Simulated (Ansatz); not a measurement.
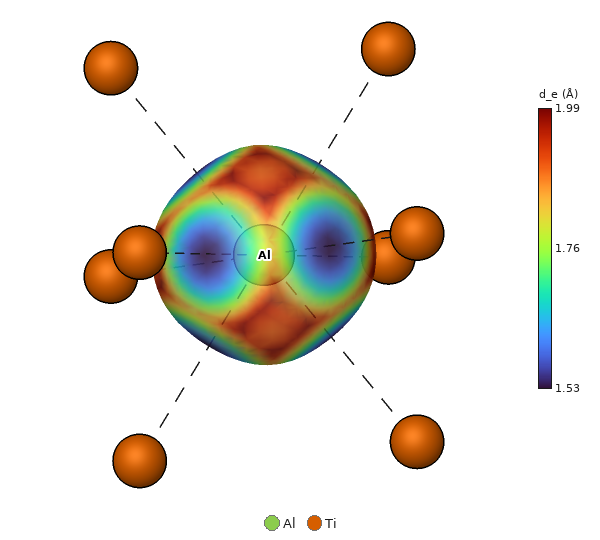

Hirshfeld surface computed for one Al atom in TiAl in space group Pm-3m, coloured by d_e. Dashed lines lead to the closest neighbours outside.

The surface is where the fragment's share of the procrystal density (the sum of the densities of spherically averaged neutral Hartree-Fock atoms) equals one half. d_i and d_e are the distances from the surface to the nearest nucleus inside and outside.

Source of the atomic positions: the input geometry of an electronic-structure calculation (not necessarily at equilibrium).

```
CELL_PARAMETERS angstrom
3.17135 0.00000 0.00000
0.00000 3.17135 0.00000
0.00000 0.00000 3.17135
ATOMIC_POSITIONS crystal
Ti 0.00000 0.00000 0.00000
Al 0.50000 0.50000 0.50000
```

### What is the shortest distance from the fragment to an atom outside it?

Al–Ti, 2.75 Å.

### How is the surface shared among contacts (nearest atom inside ··· nearest atom outside)?

Al···Ti 89 %, Al···Al 11 %. The surface faces 8 neighbours with more than 2 % of its area each: 8 Ti.

### Give the size and shape of the surface.

It encloses about 8.2 Å³, has an area of about 20 Å² and a globularity of 1.00 (1 for a sphere).
